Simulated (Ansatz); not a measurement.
# Dielectric response of KI (001) films

Aim: the electronic and static ε of rocksalt KI (001) from films of several thicknesses in a field.

Main program and level: Ansatz 0.2.0; plane-wave DFT, PBE, Ansatz PAW, in the first sound run; inputs show where later runs differ.

### 1. The structure

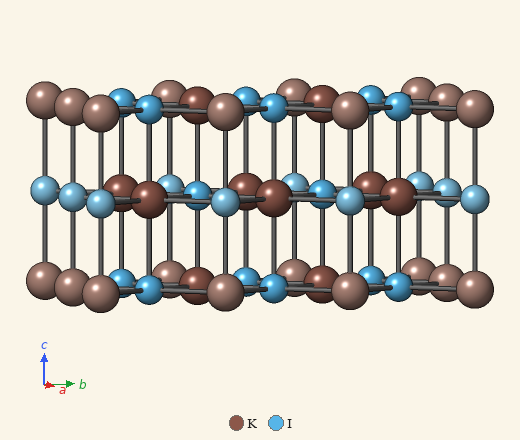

The cell as given, from the side, with the c axis up (potassium brown, iodine blue). 1×2×1 cells are drawn. Some periodic images of atoms are drawn too.

The cell holds 6 atoms: 3 K and 3 I. Cell: a = 4.999 Å, b = 4.999 Å, c = 25.070 Å, α = 90.0°, β = 90.0°, γ = 90.0°. It derives from KI (rocksalt KI). Vacuum lies along c.

### 2. Relaxing the film, 6 atoms, units 3

The structure is relaxed first, because levels and dipoles at a surface follow the positions of the outer atoms.

File input.yaml:

```yaml
crystal:
  lattice:
    - [4.99924494, 0.0, 0.0]
    - [0.0, 4.99924494, 0.0]
    - [0.0, 0.0, 25.07]
  atoms:
    - { symbol: K, position: [0.5, 0.5, 0.3589948145] }
    - { symbol: I, position: [0.0, 0.0, 0.3589948145] }
    - { symbol: K, position: [0.0, 0.0, 0.5] }
    - { symbol: I, position: [0.5, 0.5, 0.5] }
    - { symbol: K, position: [0.5, 0.5, 0.6410051855] }
    - { symbol: I, position: [0.0, 0.0, 0.6410051855] }
kpoints:
  mp_grid: { grid: [6, 6, 1] }
hamiltonian:
  xc: pbe
scf:
  occupations: { method: fixed }
  convergence: { dr2_threshold: 1.0e-09 }
efield:
  axis: 3
  dipole_correction: true
  ramp_position: 0.97
  ramp_width: 0.06
relax:
  f_tol: 0.003
  max_steps: 100
output:
  write_potential: true
  write_density: true
  volumetric_format: npy
```

Command:

```console
$ ansatz run input.yaml --threads 4 --pin off --max-ram 12288MiB --backend cpu --events-out ev --progress --plain --runs-dir out
```

Numbers of over 12 decimals in the logs are rounded to 6 here.

Output:

```text
Engine: ansatz 0.2.0, aarch64-unknown-linux-gnu
Pseudopotentials: kind: paw
Pseudopotential: K, paw, valence charge 9, recommended cutoff 420 eV (normal), K.paw.azcp
Pseudopotential: I, paw, valence charge 17, recommended cutoff 420 eV (normal), I.paw.azcp
Functional definition: PBE
  parameter kappa = 0.804
  parameter beta = 0.066725
  exchange = pbe_x(kappa = kappa, mu = beta*pi^2/3)
  correlation = pbe_c(beta = beta)
Crystal: 6 atoms, lattice volume = 626.561 Å³
Basis set: ecut = 420 eV, 12271 PW (Γ), exchange–correlation on 72×72×360 points (8 copies of the dense FFT grid, shifted against one another)
Bands: 47, of which v1, the nominal top of the filled ones, is band 39 counted from 1 (38 counted from 0)
Symmetry: 8 space group operations
k-points: 10 of 36
Non-local potential: K, projectors of the file, l = 0: 3, l = 1: 2, l = 2: 2
Non-local potential: I, projectors of the file, l = 0: 2, l = 1: 2, l = 2: 2, l = 3: 2
PAW form: soft (Blöchl's): semilocal exchange-correlation on the pseudo side does not see the compensation charge
PAW one-centre angular grid: K, 110 points (default); XC on 64 Gauss nodes
PAW one-centre angular grid: I, 590 points (default); XC on 64 Gauss nodes
Initial density: superposition of atomic densities (neutral atoms: chi_scale 0, normalization atom), corrected by the library's trained network
Initial wavefunctions: pseudopotential atomic-orbital guess
Functional: x = pbe(κ = 0.804, μ = 0.219515), c = pbe(β = 0.066725)
SCF iter   1: F=—  HF=-27160.820987 eV  |F-HF|=—  |Δ(HF+E_count)|=         —  Δρ=3.39e-4  dr2=3.42e-3  ethr=1.77e-3  p=0.000 e·Å  D=1.05e-14 V/Å  ΔV_dip=-0.00 eV  dr2_dipole=8.68e-10  V_vac-E_F(+/−)=5.55/5.55 eV  ⟨swp⟩=7.4  Hψ=1839  notcnv=0  defer=56
efield: sawtooth ramp at fractional position 0.9700 (set: `efield.ramp_position`, or a place that a band, a saddle search or an elastic batch's reference lends), width 0.0600; the density the first Hamiltonian is built on has a dipole p = 0.000 e·Å; the dipole correction subtracts the counter field D = 1.05e-14 V/Å, which shifts the + side's vacuum level by -0.00 eV against the − side's; the planar-averaged density in the ramp window peaks in size at 5.9e-6 e/Å³
preconditioner: auto → Resta (q_TF=auto, 1.928 Å⁻¹)  ε∞=1.6  [insulator: Δε(μ)=3.966 eV  Ē_g=12.864 eV  n_scr=78 (ndim 8)  ℏωp=9.6 eV  f_vac=0.573  ε∞_Penn≈1.6  vacuum switching on, ρ_ref=1.2e-2 e/Å³]
SCF iter   2: F=—  HF=-27160.821275 eV  |F-HF|=—  |Δ(HF+E_count)|=   2.87e-4  Δρ=1.94e-4  dr2=4.85e-4  ethr=4.38e-6  p=0.000 e·Å  D=7.91e-6 V/Å  ΔV_dip=-0.00 eV  dr2_dipole=1.25e-9  V_vac-E_F(+/−)=5.53/5.53 eV  ⟨swp⟩=4.6  Hψ=980  notcnv=0  defer=62
density mixer auto → msr1: gapped (density of states about μ 0.00 of a free-electron gas's, 78 screened modes)
SCF iter   3: F=—  HF=-27160.821570 eV  |F-HF|=—  |Δ(HF+E_count)|=   2.96e-4  Δρ=6.70e-5  dr2=3.97e-5  ethr=6.22e-7  p=-0.000 e·Å  D=-5.57e-6 V/Å  ΔV_dip=0.00 eV  dr2_dipole=6.74e-10  V_vac-E_F(+/−)=5.53/5.53 eV  ⟨swp⟩=4.6  Hψ=685  notcnv=0  defer=60
SCF iter   4: F=—  HF=-27160.821634 eV  |F-HF|=—  |Δ(HF+E_count)|=   6.41e-5  Δρ=2.54e-5  dr2=5.02e-6  ethr=5.09e-8  p=0.000 e·Å  D=2.71e-6 V/Å  ΔV_dip=-0.00 eV  dr2_dipole=1.62e-10  V_vac-E_F(+/−)=5.53/5.53 eV  ⟨swp⟩=3.5  Hψ=885  notcnv=0  defer=60
SCF iter   5: F=—  HF=-27160.821676 eV  |F-HF|=—  |Δ(HF+E_count)|=   4.16e-5  Δρ=6.71e-6  dr2=5.99e-7  ethr=6.44e-9  p=-0.000 e·Å  D=-2.95e-6 V/Å  ΔV_dip=0.00 eV  dr2_dipole=2.03e-10  V_vac-E_F(+/−)=5.53/5.53 eV  ⟨swp⟩=2.0  Hψ=588  notcnv=0  defer=60
SCF iter   6: F=—  HF=-27160.821676 eV  |F-HF|=—  |Δ(HF+E_count)|=   4.82e-8  Δρ=2.00e-6  dr2=2.20e-8  ethr=7.68e-10  p=0.000 e·Å  D=1.02e-6 V/Å  ΔV_dip=-0.00 eV  dr2_dipole=2.39e-11  V_vac-E_F(+/−)=5.53/5.53 eV  ⟨swp⟩=2.1  Hψ=760  notcnv=0  defer=60
SCF iter   7: F=—  HF=-27160.821676 eV  |F-HF|=—  |Δ(HF+E_count)|=   4.74e-8  Δρ=5.36e-7  dr2=1.80e-9  ethr=2.82e-11  p=-0.000 e·Å  D=-7.56e-7 V/Å  ΔV_dip=0.00 eV  dr2_dipole=1.25e-11  V_vac-E_F(+/−)=5.53/5.53 eV  ⟨swp⟩=2.0  Hψ=837  notcnv=0  defer=60
SCF iter   8: F=-27160.821676 eV  HF=-27160.821676 eV  |F-HF|=2.18e-10  |Δ(HF+E_count)|=   6.95e-9  Δρ=1.35e-7  dr2=1.18e-10  ethr=1.28e-12  p=0.000 e·Å  D=5.73e-7 V/Å  ΔV_dip=-0.00 eV  dr2_dipole=8.13e-12  V_vac-E_F(+/−)=5.53/5.53 eV  ⟨swp⟩=8.0  Hψ=2474  notcnv=0
SCF 1 converged in 8 iterations: F = -27160.821676 eV  dr2 = 1.18e-10
  greatest PAW one-centre occupation: 0.999 electrons in one spin orbital (limit 2), on the I atom at site 3 (counted from 0), in its partial waves of l = 2
relax step   1: F+E_penalty+E_count = -27160.82167608 eV  Δ(F+E_penalty+E_count) = +0.000e0 eV  max|allowed force component| = 1.117e-1 eV/Å  Δτ_max = 0.0000 Å  (8 SCF iters, accepted)
Initial density: handed on by an earlier stage of this run
Initial wavefunctions: those handed on with the density
iter 1 solved again at ethr=1.05e-5 eV; its pass at ethr=3.10e-3 eV (dr2=8.18e-3 eV) is discarded
SCF iter   1: F=—  HF=-27160.832047 eV  |F-HF|=—  |Δ(HF+E_count)|=         —  Δρ=4.44e-4  dr2=7.32e-3  ethr=1.05e-5  p=0.000 e·Å  D=5.73e-7 V/Å  ΔV_dip=-0.00 eV  dr2_dipole=1.34e-11  V_vac-E_F(+/−)=5.54/5.54 eV  ⟨swp⟩=3.5  Hψ=1642  notcnv=0  defer=57
efield: sawtooth ramp at fractional position 0.9700 (set: `efield.ramp_position`, or a place that a band, a saddle search or an elastic batch's reference lends), width 0.0600; the density the first Hamiltonian is built on has a dipole p = 0.000 e·Å; the dipole correction subtracts the counter field D = 5.73e-7 V/Å, which shifts the + side's vacuum level by -0.00 eV against the − side's; the planar-averaged density in the ramp window peaks in size at 8.8e-6 e/Å³
preconditioner: auto → Resta (q_TF=auto, 1.928 Å⁻¹)  ε∞=1.6  [insulator: Δε(μ)=3.961 eV  Ē_g=12.828 eV  n_scr=78 (ndim 8)  ℏωp=9.6 eV  f_vac=0.573  ε∞_Penn≈1.6  vacuum switching on, ρ_ref=1.2e-2 e/Å³]
SCF iter   2: F=—  HF=-27160.830262 eV  |F-HF|=—  |Δ(HF+E_count)|=   1.79e-3  Δρ=2.44e-4  dr2=4.80e-4  ethr=9.39e-6  p=-0.000 e·Å  D=-3.84e-7 V/Å  ΔV_dip=0.00 eV  dr2_dipole=5.99e-13  V_vac-E_F(+/−)=5.63/5.63 eV  ⟨swp⟩=5.3  Hψ=949  notcnv=0  defer=60  κ⁻¹=1.0e0(r=1)
density mixer auto → broyden: gapped, where msr1 would fit the directions that read negative (density of states about μ 0.00 of a free-electron gas's, 78 screened modes)
SCF iter   3: F=—  HF=-27160.830160 eV  |F-HF|=—  |Δ(HF+E_count)|=   1.02e-4  Δρ=9.48e-5  dr2=6.76e-5  ethr=6.16e-7  p=-0.000 e·Å  D=-2.09e-7 V/Å  ΔV_dip=0.00 eV  dr2_dipole=2.84e-15  V_vac-E_F(+/−)=5.63/5.63 eV  ⟨swp⟩=2.0  Hψ=760  notcnv=0  defer=60  κ⁻¹=1.5e-2(r=2)
[...]
SCF iter   2: F=—  HF=-27160.832821 eV  |F-HF|=—  |Δ(HF+E_count)|=   1.33e-3  Δρ=2.35e-4  dr2=4.29e-4  ethr=7.84e-6  p=0.000 e·Å  D=3.66e-7 V/Å  ΔV_dip=-0.00 eV  dr2_dipole=1.77e-13  V_vac-E_F(+/−)=5.72/5.72 eV  ⟨swp⟩=4.0  Hψ=872  notcnv=0  defer=60  κ⁻¹=1.0e0(r=1)
density mixer auto → broyden: gapped, where msr1 would fit the directions that read negative (density of states about μ 0.00 of a free-electron gas's, 78 screened modes)
SCF iter   3: F=—  HF=-27160.832731 eV  |F-HF|=—  |Δ(HF+E_count)|=   8.95e-5  Δρ=9.86e-5  dr2=5.92e-5  ethr=5.50e-7  p=0.000 e·Å  D=2.74e-7 V/Å  ΔV_dip=-0.00 eV  dr2_dipole=1.49e-13  V_vac-E_F(+/−)=5.71/5.71 eV  ⟨swp⟩=2.1  Hψ=796  notcnv=0  defer=60  κ⁻¹=1.2e-2(r=2)
SCF iter   4: F=—  HF=-27160.832737 eV  |F-HF|=—  |Δ(HF+E_count)|=   5.96e-6  Δρ=1.91e-5  dr2=1.28e-6  ethr=7.60e-8  p=0.000 e·Å  D=4.34e-7 V/Å  ΔV_dip=-0.00 eV  dr2_dipole=4.71e-14  V_vac-E_F(+/−)=5.72/5.72 eV  ⟨swp⟩=2.0  Hψ=565  notcnv=0  defer=60  κ⁻¹=3.5e-4(r=3)
SCF iter   5: F=—  HF=-27160.832773 eV  |F-HF|=—  |Δ(HF+E_count)|=   3.59e-5  Δρ=4.65e-6  dr2=8.66e-8  ethr=1.64e-9  p=0.000 e·Å  D=3.58e-7 V/Å  ΔV_dip=-0.00 eV  dr2_dipole=1.25e-14  V_vac-E_F(+/−)=5.72/5.72 eV  ⟨swp⟩=2.0  Hψ=798  notcnv=0  defer=58  κ⁻¹=1.5e-5(r=4)
SCF iter   6: F=—  HF=-27160.832773 eV  |F-HF|=—  |Δ(HF+E_count)|=   1.04e-7  Δρ=1.75e-6  dr2=8.31e-9  ethr=1.11e-10  p=0.000 e·Å  D=3.99e-7 V/Å  ΔV_dip=-0.00 eV  dr2_dipole=1.07e-14  V_vac-E_F(+/−)=5.72/5.72 eV  ⟨swp⟩=2.0  Hψ=591  notcnv=0  defer=58  κ⁻¹=1.6e-6(r=5)
SCF iter   7: F=-27160.832773 eV  HF=-27160.832773 eV  |F-HF|=1.37e-9  |Δ(HF+E_count)|=   1.01e-8  Δρ=2.76e-7  dr2=2.81e-10  ethr=1.28e-12  p=0.000 e·Å  D=3.66e-7 V/Å  ΔV_dip=-0.00 eV  dr2_dipole=4.56e-15  V_vac-E_F(+/−)=5.72/5.72 eV  ⟨swp⟩=7.9  Hψ=2594  notcnv=0
SCF 3 converged in 7 iterations: F = -27160.832773 eV  dr2 = 2.81e-10
relax step   3: F+E_penalty+E_count = -27160.83277302 eV  Δ(F+E_penalty+E_count) = -2.585e-3 eV  max|allowed force component| = 4.902e-3 eV/Å  Δτ_max = 0.0485 Å  (7 SCF iters, accepted)
SCF iter   1: F=—  HF=-27160.832799 eV  |F-HF|=—  |Δ(HF+E_count)|=         —  Δρ=7.13e-5  dr2=1.02e-4  ethr=2.26e-6  p=0.000 e·Å  D=3.66e-7 V/Å  ΔV_dip=-0.00 eV  dr2_dipole=2.23e-12  V_vac-E_F(+/−)=5.72/5.72 eV  ⟨swp⟩=5.5  Hψ=884  notcnv=0  defer=60
efield: sawtooth ramp at fractional position 0.9700 (set: `efield.ramp_position`, or a place that a band, a saddle search or an elastic batch's reference lends), width 0.0600; the density the first Hamiltonian is built on has a dipole p = 0.000 e·Å; the dipole correction subtracts the counter field D = 3.66e-7 V/Å, which shifts the + side's vacuum level by -0.00 eV against the − side's; the planar-averaged density in the ramp window peaks in size at 7.2e-6 e/Å³
preconditioner: auto → Resta (q_TF=auto, 1.928 Å⁻¹)  ε∞=1.6  [insulator: Δε(μ)=3.979 eV  Ē_g=12.863 eV  n_scr=78 (ndim 8)  ℏωp=9.6 eV  f_vac=0.570  ε∞_Penn≈1.6  vacuum switching on, ρ_ref=1.2e-2 e/Å³]
SCF iter   2: F=—  HF=-27160.832771 eV  |F-HF|=—  |Δ(HF+E_count)|=   2.76e-5  Δρ=3.19e-5  dr2=7.15e-6  ethr=1.31e-7  p=-0.000 e·Å  D=-3.08e-8 V/Å  ΔV_dip=0.00 eV  dr2_dipole=7.08e-16  V_vac-E_F(+/−)=5.72/5.72 eV  ⟨swp⟩=2.0  Hψ=850  notcnv=0  defer=58  κ⁻¹=1.0e0(r=1)
density mixer auto → broyden: gapped, where msr1 would fit the directions that read negative (density of states about μ 0.00 of a free-electron gas's, 78 screened modes)
SCF iter   3: F=—  HF=-27160.832817 eV  |F-HF|=—  |Δ(HF+E_count)|=   4.51e-5  Δρ=1.55e-5  dr2=1.46e-6  ethr=9.17e-9  p=-0.000 e·Å  D=-4.06e-8 V/Å  ΔV_dip=0.00 eV  dr2_dipole=1.10e-16  V_vac-E_F(+/−)=5.72/5.72 eV  ⟨swp⟩=2.0  Hψ=793  notcnv=0  defer=55  κ⁻¹=1.3e-2(r=2)
SCF iter   4: F=—  HF=-27160.832817 eV  |F-HF|=—  |Δ(HF+E_count)|=   6.19e-7  Δρ=2.35e-6  dr2=3.04e-8  ethr=1.88e-9  p=-0.000 e·Å  D=-5.01e-8 V/Å  ΔV_dip=0.00 eV  dr2_dipole=8.81e-15  V_vac-E_F(+/−)=5.72/5.72 eV  ⟨swp⟩=2.0  Hψ=558  notcnv=0  defer=56  κ⁻¹=5.3e-4(r=3)
SCF iter   5: F=—  HF=-27160.832817 eV  |F-HF|=—  |Δ(HF+E_count)|=   3.34e-8  Δρ=7.00e-7  dr2=2.68e-9  ethr=3.90e-11  p=-0.000 e·Å  D=-8.38e-8 V/Å  ΔV_dip=0.00 eV  dr2_dipole=1.34e-14  V_vac-E_F(+/−)=5.72/5.72 eV  ⟨swp⟩=2.0  Hψ=793  notcnv=0  defer=56  κ⁻¹=6.0e-5(r=4)
SCF iter   6: F=-27160.832817 eV  HF=-27160.832817 eV  |F-HF|=2.15e-9  |Δ(HF+E_count)|=   8.89e-9  Δρ=2.74e-7  dr2=2.16e-10  ethr=1.28e-12  p=-0.000 e·Å  D=-4.79e-8 V/Å  ΔV_dip=0.00 eV  dr2_dipole=2.35e-15  V_vac-E_F(+/−)=5.72/5.72 eV  ⟨swp⟩=7.1  Hψ=2308  notcnv=0
SCF 4 converged in 6 iterations: F = -27160.832817 eV  dr2 = 2.16e-10
relax step   4: F+E_penalty+E_count = -27160.83281727 eV  Δ(F+E_penalty+E_count) = -4.425e-5 eV  max|allowed force component| = 3.088e-4 eV/Å  Δτ_max = 0.0070 Å  (6 SCF iters, accepted)
NSCF: frozen V_eff on 10 k-points
the band table was solved once a step of the walk had ended and its energy, with any forces and stress, was formed, with the checks that follow a solve (3225 applications of the Hamiltonian). They found nothing against the state; the energy, forces and stress were not computed again (output.eigenvalues in the input reference)
SCF converged after 6 iterations
Stability not checked: this state was not tested for a lower state beside it, because the mixer in use, unlike msr1, does not test its closes by its own steps (another_mixer; see scf.mixing.algorithm and scf.lower_state_search)
Free energy (F): -27160.832817 eV
Harris-Foulkes:  -27160.832817 eV  (|F-HF|=2.15e-9)
Internal energy: -27160.832817 eV  (E = F + TS)
E sigma→0 (E₀):  -27160.832817 eV
Fermi energy:    -2.332727 eV
Dipole field:    D = -0.000000 V/Å  (p = -0.000000 e·Å, saw-weighted, corrected)
Work function:   Φ+ = 5.7201 eV   Φ− = 5.7201 eV
Levels:          The Fermi level and band energies are counted from a zero that moves with the ramp; work functions are not
--- Per-component energies (eV) ---
  E_band       = -1922.243500
  E_kinetic    = 1327.842403
  E_local      = -40478.120918  (includes V_loc(G=0)·N_el)
  E_nonlocal   = -232.359201
  E_hartree    = 19840.962933
  E_xc         = -789.705487
  E_vxc        = -880.374473  (∫ρ·V_xc dr)
  E_paw        = -16797.016452  (= ΣΔE_a)
  E_vpaw       = -1341.157607  (= ΣTr[D̂ρ^β])
  E_aug_tail   = -0.000024  (compensation charges beyond the density's cutoff)
  E_efield     = 0.000000  (sawtooth field / dipole correction)
  E_vefield    = 0.000000  (∫n·V_field dr)
  E_ewald      = 9967.563928
  E_smearing   = -0.000000  (= −TS)
  E_closure    = -0.000000  (closes the sum)
  Σ components = -27160.832817   (vs F -27160.832817, Δ=0.00e0)
--- Forces (eV/Å), atoms counted from 1 ---
  atom   1  K      0.00000000     0.00000000    -0.00008769
  atom   2  I     -0.00000000     0.00000000    -0.00030884
  atom   3  K      0.00000000     0.00000000     0.00000024
  atom   4  I      0.00000000     0.00000000    -0.00000076
  atom   5  K     -0.00000000     0.00000000     0.00008830
  atom   6  I      0.00000000     0.00000000     0.00030878
  max |Σ_I F_I| component: 3.32e-8 eV/Å
--- Band table (eV; the first three rows and the last of 10) ---
  k-point 0: bands = [... 35 lower, -2.3941, -2.3941, -2.3327, -2.3327, 1.6471, 2.1513, 2.7772, 2.9129, ... 4 higher]
  k-point 1: bands = [... 35 lower, -2.5454, -2.4289, -2.4272, -2.3812, 2.0158, 2.3902, 3.0019, 3.2017, ... 4 higher]
  k-point 2: bands = [... 35 lower, -2.5547, -2.5089, -2.4967, -2.4775, 2.7708, 2.8356, 3.2241, 3.7468, ... 4 higher]
  k-point 9: bands = [... 35 lower, -2.7771, -2.7771, -2.5525, -2.4539, 2.9408, 2.9408, 3.3339, 3.6822, ... 4 higher]
--- Relaxed structure (4 steps of the walk, 4 accepted, 0 SCFs on fresh bases) ---
  F+E_penalty+E_count = -27160.83281727 eV   max|allowed force component| = 3.088e-4 eV/Å
  atoms:
    - { symbol: K, position: [0.5, 0.5, 0.358799] }
    - { symbol: I, position: [0, 0.0, 0.354798] }
    - { symbol: K, position: [0, 0.0, 0.500000] }
    - { symbol: I, position: [0.5, 0.5, 0.500000] }
    - { symbol: K, position: [0.5, 0.5, 0.641201] }
    - { symbol: I, position: [0, 0.0, 0.645202] }
```

The job ended after 24 s (4 threads of Arm Neoverse V1, shared host; peak memory 1 GiB).

Step by step:

| step | energy less that of the first step (eV) | largest force component (eV/Å) |
| --- | --- | --- |
| 1 | 0.0000 | 0.1117 |
| 2 | -0.0085 | 0.0511 |
| 3 | -0.0111 | 0.0049 |
| 4 | -0.0111 | 0.0003 |

The run keeps the 8 symmetry operations that it works with, so distortions that break them were not tested.

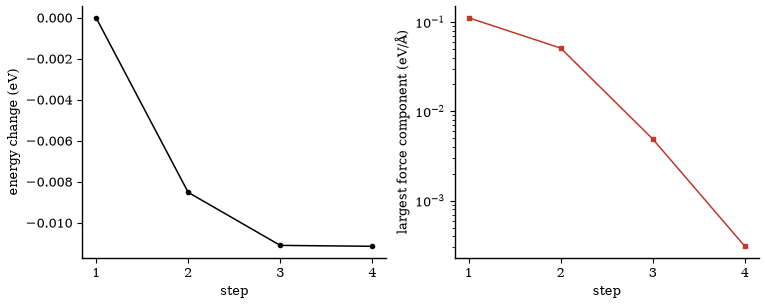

Energy and largest force along the relaxation.

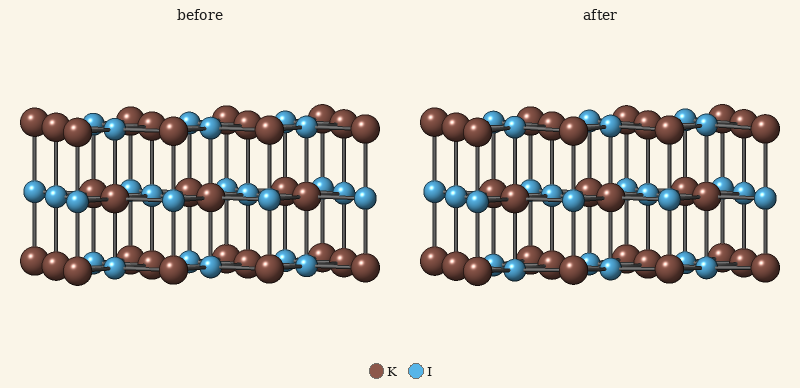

Before and after, at one scale.

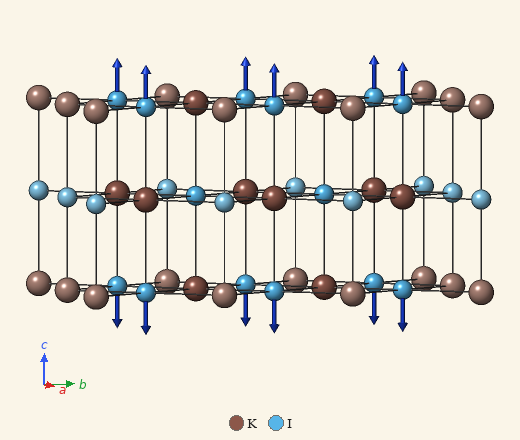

Displacements in the relaxation, exaggerated; the longest in the cell stands for 0.11 Å. 1×2×1 cells are drawn. Some periodic images of atoms are drawn too.

The atoms that moved most (Å):

| atom | dx | dy | dz | length |
| --- | --- | --- | --- | --- |
| I2 | 0.000 | 0.000 | -0.105 | 0.105 |
| I6 | 0.000 | 0.000 | 0.105 | 0.105 |

Final coordinates:

```xyz
6
Lattice="4.9992 0.0000 0.0000 0.0000 4.9992 0.0000 0.0000 0.0000 25.0700" Properties=species:S:1:pos:R:3
K     2.4996    2.4996    8.9951
I     0.0000    0.0000    8.8948
K     0.0000    0.0000   12.5350
I     2.4996    2.4996   12.5350
K     2.4996    2.4996   16.0749
I     0.0000    0.0000   16.1752
```

Numbers from this step:

```yaml
gap_on_the_k_mesh: 3.980 eV
dipole_along_the_normal: -2.93e-7 e·Å
ionisation_energy_upper_face: 5.720 eV
electron_affinity_upper_face: 1.740 eV
```

Running mean over 3.535 Å of the planar mean; the ramp of the sawtooth is left out. Electron's electrostatic potential energy less the highest filled level against z:

| z (Å) | electron's electrostatic potential energy less the highest filled level (eV) |
| --- | --- |
| 4 | 5.72 |
| 6 | 5.54 |
| 8 | 2.02 |
| 10 | 1.71 |
| 12 | 1.62 |
| 14 | 1.72 |
| 16 | 1.64 |
| 18 | 3.92 |
| 20 | 5.71 |
| 22 | 5.72 |

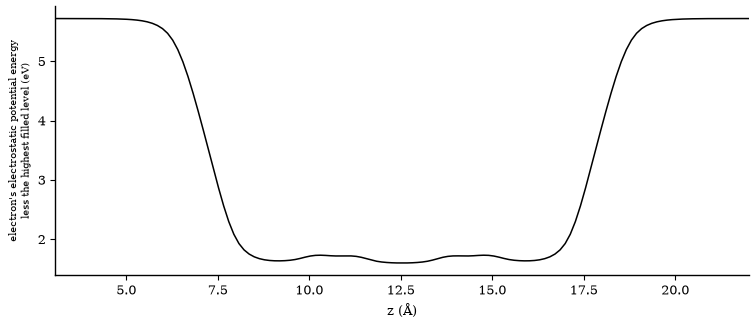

Electron's electrostatic potential energy less the highest filled level, plotted against z.

The relaxation took 4 steps and lowered the energy by 0.011 eV; the largest force on the free atoms ends at 3.1e-4 eV/Å.

The gap is 3.98 eV, with the valence edge 5.72 eV and the conduction edge 1.74 eV under the upper vacuum level.

(Continued in part 2 of 5.)

[Logs are printed without paths, hosts, clocks, repeated set-up lines and the standing remarks that a program may print on its own settings, such as how far it seeks lower states.]

[Hosts, paths, dates, database ids (printed as entryN), source tags and the programs' standing remarks are cut or masked in the printed files.]

[Maps of the electrostatic potential energy from Ansatz leave out the sawtooth potential of an applied field or a dipole correction, so their vacuum need not be flat; planar profiles and work functions include it.]
